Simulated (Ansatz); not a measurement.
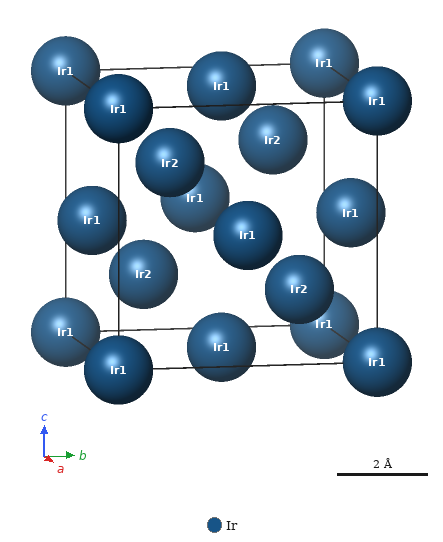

**Figure 1.** The input geometry (spheres-only view of the cell 4 times as large as that of the calculation, set on its symmetry axes, seen slightly off an axis; atoms are numbered from 1 in the order of the input). An atom can appear more than once, as a periodic image.

## Geometry relaxation of Ir (part 1 of 2)

Ir (Fd-3m, 2 atoms in the cell), computed with DFT, PBE, PAW with Ansatz's earlier generated frozen-core files (soft_1), scalar-relativistic, PAW set soft_1, no spin polarisation (Ansatz 0.2.0).

The structure was built on a prototype by a generator; it need not be a known phase. It belongs to a series of runs on one base structure; here: cell and atoms relaxed from a first guess. Figures and captions count atoms from 1; the log counts them from 0 in places.

**The program's output**
```
Engine: ansatz 0.2.0, aarch64-unknown-linux-gnu
Pseudopotentials: kind: paw
Pseudopotential: Ir, paw, valence charge 17, recommended cutoff 420 eV (normal), [file]
Functional definition: PBE
  parameter kappa = 0.804
  parameter beta = 0.06672455060314922
  exchange = pbe_x(kappa = kappa, mu = beta*pi^2/3)
  correlation = pbe_c(beta = beta)
Crystal: 2 atoms, lattice volume = 51.167 Å³
Basis set: ecut = 420 eV, 965 PW (Γ), exchange–correlation on 60×60×60 points (8 copies of the dense FFT grid, shifted against one another)
Bands: 21, of which v1, the nominal top of the filled ones, is band 17 counted from 1 (16 counted from 0)
Symmetry: 48 space group operations
Space group: Fd-3m (ITA 227), of the structure as read, at distance tolerance 3.7e-5 Å
k-points: 72 of 1728
Non-local potential: Ir, projectors of the file, l = 0: 3, l = 1: 2, l = 2: 2, l = 3: 1
PAW form: soft (Blöchl's): semilocal exchange-correlation on the pseudo side does not see the compensation charge
PAW one-centre angular grid: Ir, 590 points (default); XC on 64 Gauss nodes
Initial density: superposition of atomic densities (chi_scale 0.1, normalization cell)
Initial wavefunctions: pseudopotential atomic-orbital guess
Functional: x = pbe(κ = 0.804, μ = 0.2195149727645171), c = pbe(β = 0.06672455060314922)
SCF iter   1: F=—  HF=-23871.129855 eV  |F-HF|=—  |Δ(HF+E_count)|=         —  Δρ=3.61e-2  dr2=3.89e-1  ethr=3.10e-3  ⟨swp⟩=6.3  Hψ=6557  notcnv=0
preconditioner: auto → LDOS  [metal: Δε(μ)=0.039 eV  Ē_g=5.361 eV  σ=0.050 eV  W_gap=0.19  n_scr=14 (ndim 8)  ℏωp=22.0 eV  f_vac=0.031  D(μ)=3.12/eV (n_scr^D=26)  β→1.0]
SCF iter   2: F=—  HF=-23871.060201 eV  |F-HF|=—  |Δ(HF+E_count)|=   6.97e-2  Δρ=1.06e-2  dr2=4.50e-2  ethr=1.14e-3  ⟨swp⟩=2.0  Hψ=2992  notcnv=0
SCF iter   3: F=—  HF=-23871.050263 eV  |F-HF|=—  |Δ(HF+E_count)|=   9.94e-3  Δρ=3.45e-3  dr2=5.29e-3  ethr=1.32e-4  ⟨swp⟩=2.1  Hψ=2942  notcnv=0
SCF iter   4: F=—  HF=-23871.049214 eV  |F-HF|=—  |Δ(HF+E_count)|=   1.05e-3  Δρ=6.66e-4  dr2=1.86e-4  ethr=1.55e-5  ⟨swp⟩=2.1  Hψ=2225  notcnv=0
SCF iter   5: F=—  HF=-23871.049234 eV  |F-HF|=—  |Δ(HF+E_count)|=   1.97e-5  Δρ=5.68e-5  dr2=1.08e-6  ethr=5.47e-7  ⟨swp⟩=2.3  Hψ=2447  notcnv=0
SCF iter   6: F=—  HF=-23871.049239 eV  |F-HF|=—  |Δ(HF+E_count)|=   5.49e-6  Δρ=4.90e-6  dr2=1.43e-8  ethr=2.94e-10  ⟨swp⟩=8.1  Hψ=9484  notcnv=0
SCF iter   7: F=-23871.049239 eV  HF=-23871.049239 eV  |F-HF|=4.00e-11  |Δ(HF+E_count)|=   1.03e-8  Δρ=5.66e-7  dr2=2.26e-10  ethr=4.21e-11  ⟨swp⟩=5.0  Hψ=8308  notcnv=0
SCF 1 converged in 7 iterations: F = -23871.049239 eV  dr2 = 2.26e-10
  greatest PAW one-centre occupation: 1.000 electrons in one spin orbital (limit 2), on the Ir atom at site 1 (counted from 0), in its partial waves of l = 0
relax step   1: F+E_penalty+E_count = -23871.04923911 eV  Δ(F+E_penalty+E_count) = +0.000e0 eV  max|allowed force component| = 1.156e-18 eV/Å  Δτ_max = 0.0000 Å  P = -20.390 GPa  Ω = 51.167 Å³  (7 SCF iters, dr2 threshold 1.00e-7 eV, accepted)
Crystal: 2 atoms, lattice volume = 44.196 Å³
Basis set: ecut = 420 eV, 869 PW (Γ), exchange–correlation on 60×60×60 points (8 copies of the dense FFT grid, shifted against one another)
Initial density: handed on by an earlier stage of this run
Initial wavefunctions: those handed on with the density
iter 1 solved again at ethr=3.96e-5 eV; its pass at ethr=3.10e-3 eV (dr2=1.35e-2 eV) is discarded
SCF iter   1: F=—  HF=-23871.648125 eV  |F-HF|=—  |Δ(HF+E_count)|=         —  Δρ=7.63e-3  dr2=1.37e-2  ethr=3.96e-5  ⟨swp⟩=1.1  Hψ=9258  notcnv=0
preconditioner: auto → Kerker (q_TF=auto, 2.612 Å⁻¹)  [metal: Δε(μ)=0.079 eV  Ē_g=6.259 eV  σ=0.050 eV  W_gap=0.38  n_scr=14 (ndim 8)  ℏωp=23.7 eV  f_vac=0.008  D(μ)=1.91/eV (n_scr^D=14)]
SCF iter   2: F=—  HF=-23871.646771 eV  |F-HF|=—  |Δ(HF+E_count)|=   1.35e-3  Δρ=4.33e-3  dr2=4.51e-3  ethr=3.96e-5  ⟨swp⟩=1.0  Hψ=1512  notcnv=0
SCF iter   3: F=—  HF=-23871.646419 eV  |F-HF|=—  |Δ(HF+E_count)|=   3.53e-4  Δρ=6.29e-4  dr2=2.87e-4  ethr=1.33e-5  ⟨swp⟩=2.4  Hψ=2178  notcnv=0
SCF iter   4: F=—  HF=-23871.646397 eV  |F-HF|=—  |Δ(HF+E_count)|=   2.14e-5  Δρ=1.87e-4  dr2=2.66e-5  ethr=8.44e-7  ⟨swp⟩=2.3  Hψ=2088  notcnv=0
SCF iter   5: F=—  HF=-23871.646415 eV  |F-HF|=—  |Δ(HF+E_count)|=   1.78e-5  Δρ=5.82e-5  dr2=1.39e-6  ethr=7.83e-8  ⟨swp⟩=2.0  Hψ=2093  notcnv=0
SCF iter   6: F=-23871.646416 eV  HF=-23871.646416 eV  |F-HF|=4.45e-8  |Δ(HF+E_count)|=   1.19e-6  Δρ=1.01e-5  dr2=2.90e-8  ethr=5.88e-10  ⟨swp⟩=8.6  Hψ=9546  notcnv=0
SCF 2 converged in 6 iterations: F = -23871.646416 eV  dr2 = 2.90e-8
relax step   2: F+E_penalty+E_count = -23871.64641648 eV  Δ(F+E_penalty+E_count) = -5.972e-1 eV  max|allowed force component| = 3.469e-17 eV/Å  Δτ_max = 0.0000 Å  P = -4.190 GPa  Ω = 44.196 Å³  energy of the carried Pulay correction = +2.067e-3 eV  (6 SCF iters, dr2 threshold 2.00e-7 eV, accepted)
Crystal: 2 atoms, lattice volume = 42.694 Å³
iter 1 solved again at ethr=1.52e-6 eV; its pass at ethr=3.10e-3 eV (dr2=5.18e-4 eV) is discarded
SCF iter   1: F=—  HF=-23871.658111 eV  |F-HF|=—  |Δ(HF+E_count)|=         —  Δρ=1.66e-3  dr2=6.04e-4  ethr=1.52e-6  ⟨swp⟩=2.1  Hψ=9172  notcnv=0
preconditioner: auto → Kerker (q_TF=auto, 2.627 Å⁻¹)  [metal: Δε(μ)=0.048 eV  Ē_g=6.499 eV  σ=0.050 eV  W_gap=0.23  n_scr=14 (ndim 8)  ℏωp=24.1 eV  f_vac=0.006  D(μ)=1.73/eV (n_scr^D=14)]
SCF iter   2: F=—  HF=-23871.658119 eV  |F-HF|=—  |Δ(HF+E_count)|=   8.32e-6  Δρ=9.99e-4  dr2=2.68e-4  ethr=1.52e-6  ⟨swp⟩=1.0  Hψ=1512  notcnv=0
SCF iter   3: F=—  HF=-23871.658105 eV  |F-HF|=—  |Δ(HF+E_count)|=   1.45e-5  Δρ=1.42e-4  dr2=1.67e-5  ethr=7.89e-7  ⟨swp⟩=1.0  Hψ=1512  notcnv=0
SCF iter   4: F=—  HF=-23871.658106 eV  |F-HF|=—  |Δ(HF+E_count)|=   1.11e-6  Δρ=5.65e-5  dr2=2.09e-6  ethr=4.90e-8  ⟨swp⟩=2.4  Hψ=2098  notcnv=0
iter 5 did not close the SCF: its close was put off for the readings that it lacked (scf_convergence_deferred on its scf_iter line)
SCF iter   5: F=-23871.658107 eV  HF=-23871.658107 eV  |F-HF|=6.95e-8  |Δ(HF+E_count)|=   7.30e-7  Δρ=1.17e-5  dr2=3.95e-8  ethr=6.16e-9  ⟨swp⟩=2.0  Hψ=2139  notcnv=0
SCF iter   6: F=-23871.658107 eV  HF=-23871.658107 eV  |F-HF|=3.14e-9  |Δ(HF+E_count)|=   7.47e-8  Δρ=2.07e-6  dr2=9.99e-10  ethr=1.16e-10  ⟨swp⟩=5.4  Hψ=8597  notcnv=0
SCF 3 converged in 6 iterations: F = -23871.658107 eV  dr2 = 9.99e-10
relax step   3: F+E_penalty+E_count = -23871.65810685 eV  Δ(F+E_penalty+E_count) = -1.169e-2 eV  max|allowed force component| = 3.469e-17 eV/Å  Δτ_max = 0.0000 Å  P = +2.025 GPa  Ω = 42.694 Å³  energy of the carried Pulay correction = +2.585e-3 eV  (6 SCF iters, dr2 threshold 2.00e-7 eV, accepted)
Crystal: 2 atoms, lattice volume = 43.172 Å³
iter 1 solved again at ethr=4.31e-7 eV; its pass at ethr=3.10e-3 eV (dr2=1.46e-4 eV) is discarded
SCF iter   1: F=—  HF=-23871.660781 eV  |F-HF|=—  |Δ(HF+E_count)|=         —  Δρ=5.29e-4  dr2=6.40e-5  ethr=4.31e-7  ⟨swp⟩=3.6  Hψ=9052  notcnv=0
preconditioner: auto → Kerker (q_TF=auto, 2.622 Å⁻¹)  [metal: Δε(μ)=0.060 eV  Ē_g=6.417 eV  σ=0.050 eV  W_gap=0.29  n_scr=14 (ndim 8)  ℏωp=24.0 eV  f_vac=0.009  D(μ)=1.79/eV (n_scr^D=14)]
SCF iter   2: F=—  HF=-23871.660782 eV  |F-HF|=—  |Δ(HF+E_count)|=   1.47e-6  Δρ=3.23e-4  dr2=2.94e-5  ethr=1.88e-7  ⟨swp⟩=1.0  Hψ=1512  notcnv=0
SCF iter   3: F=—  HF=-23871.660781 eV  |F-HF|=—  |Δ(HF+E_count)|=   1.44e-6  Δρ=4.77e-5  dr2=1.91e-6  ethr=8.65e-8  ⟨swp⟩=1.0  Hψ=1512  notcnv=0
iter 4 did not close the SCF: its close was put off for the readings that it lacked (scf_convergence_deferred on its scf_iter line)
SCF iter   4: F=-23871.660781 eV  HF=-23871.660781 eV  |F-HF|=7.28e-8  |Δ(HF+E_count)|=   1.74e-7  Δρ=1.62e-5  dr2=1.23e-7  ethr=5.62e-9  ⟨swp⟩=2.0  Hψ=2124  notcnv=0
iter 5 did not close the SCF: its close was put off for the readings that it lacked (scf_convergence_deferred on its scf_iter line)
SCF iter   5: F=-23871.660781 eV  HF=-23871.660781 eV  |F-HF|=5.65e-9  |Δ(HF+E_count)|=   8.98e-8  Δρ=2.87e-6  dr2=2.92e-9  ethr=3.61e-10  ⟨swp⟩=2.0  Hψ=2143  notcnv=0
SCF iter   6: F=-23871.660781 eV  HF=-23871.660781 eV  |F-HF|=2.76e-10  |Δ(HF+E_count)|=   6.17e-9  Δρ=6.20e-7  dr2=7.69e-11  ethr=8.60e-12  ⟨swp⟩=5.0  Hψ=8140  notcnv=0
SCF 4 converged in 6 iterations: F = -23871.660781 eV  dr2 = 7.69e-11
relax step   4: F+E_penalty+E_count = -23871.66078133 eV  Δ(F+E_penalty+E_count) = -2.674e-3 eV  max|allowed force component| = 3.238e-17 eV/Å  Δτ_max = 0.0000 Å  P = -0.097 GPa  Ω = 43.172 Å³  energy of the carried Pulay correction = +2.417e-3 eV  (6 SCF iters, dr2 threshold 2.00e-7 eV, accepted)
Crystal: 2 atoms, lattice volume = 43.150 Å³
iter 1 solved again at ethr=8.17e-10 eV; its pass at ethr=3.10e-3 eV (dr2=2.78e-7 eV) is discarded
SCF iter   1: F=—  HF=-23871.660796 eV  |F-HF|=—  |Δ(HF+E_count)|=         —  Δρ=2.44e-5  dr2=1.34e-7  ethr=8.17e-10  ⟨swp⟩=3.8  Hψ=8935  notcnv=0
preconditioner: auto → Kerker (q_TF=auto, 2.622 Å⁻¹)  [metal: Δε(μ)=0.060 eV  Ē_g=6.421 eV  σ=0.050 eV  W_gap=0.29  n_scr=14 (ndim 8)  ℏωp=24.0 eV  f_vac=0.009  D(μ)=1.79/eV (n_scr^D=14)]
SCF iter   2: F=—  HF=-23871.660796 eV  |F-HF|=—  |Δ(HF+E_count)|=   2.59e-8  Δρ=1.48e-5  dr2=6.06e-8  ethr=3.94e-10  ⟨swp⟩=1.0  Hψ=1512  notcnv=0
iter 3 did not close the SCF: its close was put off for the readings that it lacked (scf_convergence_deferred on its scf_iter line)
SCF iter   3: F=-23871.660796 eV  HF=-23871.660796 eV  |F-HF|=8.08e-10  |Δ(HF+E_count)|=   2.79e-9  Δρ=2.16e-6  dr2=3.96e-9  ethr=1.78e-10  ⟨swp⟩=1.3  Hψ=1704  notcnv=0
iter 4 did not close the SCF: its close was put off for the readings that it lacked (scf_convergence_deferred on its scf_iter line)
SCF iter   4: F=-23871.660796 eV  HF=-23871.660796 eV  |F-HF|=1.75e-10  |Δ(HF+E_count)|=  1.46e-10  Δρ=7.15e-7  dr2=2.60e-10  ethr=1.17e-11  ⟨swp⟩=2.0  Hψ=2117  notcnv=0
iter 5 did not close the SCF: its close was put off for the readings that it lacked (scf_convergence_deferred on its scf_iter line)
SCF iter   5: F=-23871.660796 eV  HF=-23871.660796 eV  |F-HF|=7.28e-12  |Δ(HF+E_count)|=  2.07e-10  Δρ=1.33e-7  dr2=6.30e-12  ethr=1.00e-12  ⟨swp⟩=2.0  Hψ=2089  notcnv=0
SCF iter   6: F=-23871.660796 eV  HF=-23871.660796 eV  |F-HF|=3.64e-12  |Δ(HF+E_count)|=  1.82e-11  Δρ=2.56e-8  dr2=1.33e-13  ethr=1.00e-12  ⟨swp⟩=4.0  Hψ=6281  notcnv=0
SCF 5 converged in 6 iterations: F = -23871.660796 eV  dr2 = 1.33e-13
relax step   5: F+E_penalty+E_count = -23871.66079582 eV  Δ(F+E_penalty+E_count) = -1.449e-5 eV  max|allowed force component| = 3.469e-17 eV/Å  Δτ_max = 0.0000 Å  P = -0.002 GPa  Ω = 43.150 Å³  energy of the carried Pulay correction = +2.425e-3 eV  (6 SCF iters, accepted)
Basis set: ecut = 420 eV, 869 PW (Γ), exchange–correlation on 54×54×54 points (8 copies of the dense FFT grid, shifted against one another)
Initial wavefunctions: pseudopotential atomic-orbital guess (no wavefunctions were taken with the density)
iter 1 solved again at ethr=2.68e-7 eV; its pass at ethr=3.10e-3 eV (dr2=9.10e-5 eV) is discarded
SCF iter   1: F=—  HF=-23871.658406 eV  |F-HF|=—  |Δ(HF+E_count)|=         —  Δρ=3.58e-4  dr2=8.90e-6  ethr=2.68e-7  ⟨swp⟩=3.0  Hψ=10398  notcnv=0
preconditioner: auto → Kerker (q_TF=auto, 2.622 Å⁻¹)  [metal: Δε(μ)=0.060 eV  Ē_g=6.421 eV  σ=0.050 eV  W_gap=0.29  n_scr=14 (ndim 8)  ℏωp=24.0 eV  f_vac=0.010  D(μ)=1.79/eV (n_scr^D=14)]
SCF iter   2: F=—  HF=-23871.658412 eV  |F-HF|=—  |Δ(HF+E_count)|=   5.87e-6  Δρ=1.89e-4  dr2=2.36e-6  ethr=2.62e-8  ⟨swp⟩=1.0  Hψ=1547  notcnv=0
SCF iter   3: F=—  HF=-23871.658414 eV  |F-HF|=—  |Δ(HF+E_count)|=   1.64e-6  Δρ=6.63e-6  dr2=2.55e-9  ethr=6.95e-9  ⟨swp⟩=2.7  Hψ=2699  notcnv=0
SCF iter   4: F=—  HF=-23871.658414 eV  |F-HF|=—  |Δ(HF+E_count)|=   7.28e-9  Δρ=8.65e-7  dr2=1.16e-10  ethr=7.50e-12  ⟨swp⟩=2.0  Hψ=2743  notcnv=0
iter 5 did not close the SCF: its close was put off for the readings that it lacked (scf_convergence_deferred on its scf_iter line)
SCF iter   5: F=-23871.658414 eV  HF=-23871.658414 eV  |F-HF|=0.00e0  |Δ(HF+E_count)|=  8.00e-11  Δρ=1.39e-7  dr2=9.73e-12  ethr=1.00e-12  ⟨swp⟩=1.2  Hψ=1607  notcnv=0
SCF iter   6: F=-23871.658414 eV  HF=-23871.658414 eV  |F-HF|=7.28e-12  |Δ(HF+E_count)|=  3.64e-12  Δρ=2.51e-8  dr2=2.30e-13  ethr=1.00e-12  ⟨swp⟩=4.0  Hψ=6439  notcnv=0
SCF 6 converged in 6 iterations: F = -23871.658414 eV  dr2 = 2.30e-13
relax step   6: F+E_penalty+E_count = -23871.65841369 eV  Δ(F+E_penalty+E_count) = +2.382e-3 eV  max|allowed force component| = 3.238e-17 eV/Å  Δτ_max = 0.0000 Å  P = -0.017 GPa  Ω = 43.150 Å³  stress off target by 1.74e-2 GPa  SCF on the basis re-selected at this cell (its energy is not comparable with the rows above)  (6 SCF iters)
```

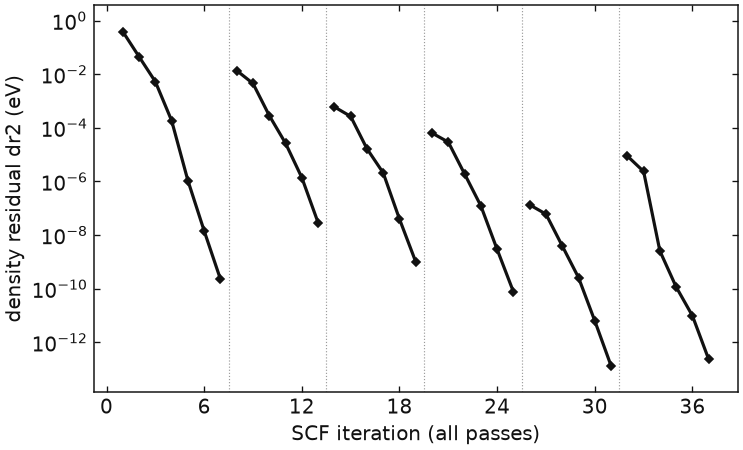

**Figure 2.** Convergence of the self-consistent field: density residual dr2 against the SCF iteration. The dotted lines part the SCF passes of the relaxation: geometry steps, rejected trials and re-solves on a re-selected basis. The 6 passes take 6 to 7 iterations each, 37 in all.

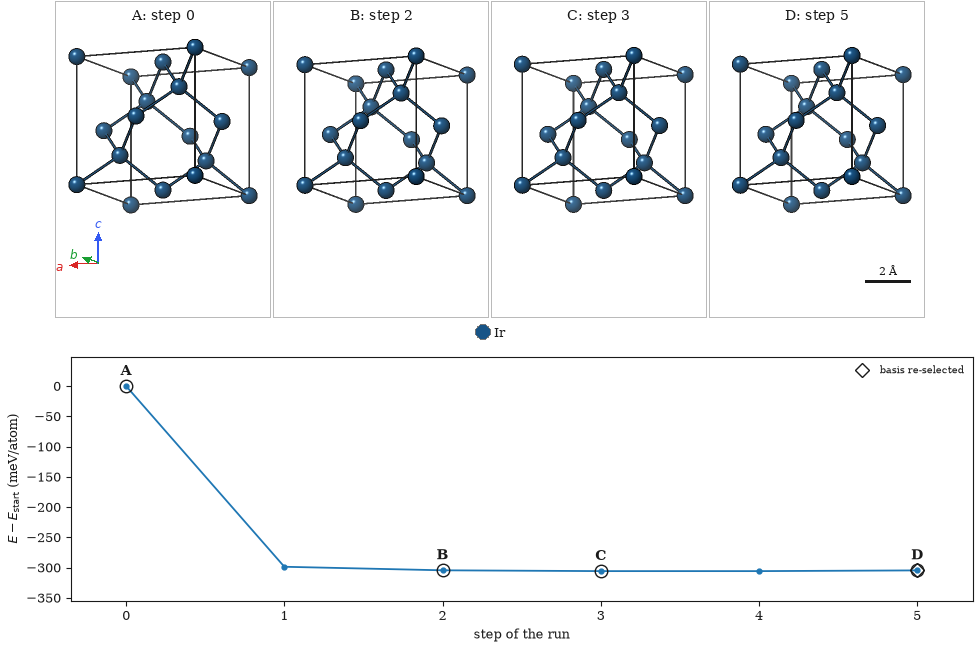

**Figure 3.** Frames of the relaxation (ball-and-stick view of the cell 4 times as large as that of the calculation, set on its symmetry axes, seen at an oblique angle) above the curves, on which the letters mark them (the first geometry is step 0 here and step 1 in the log).
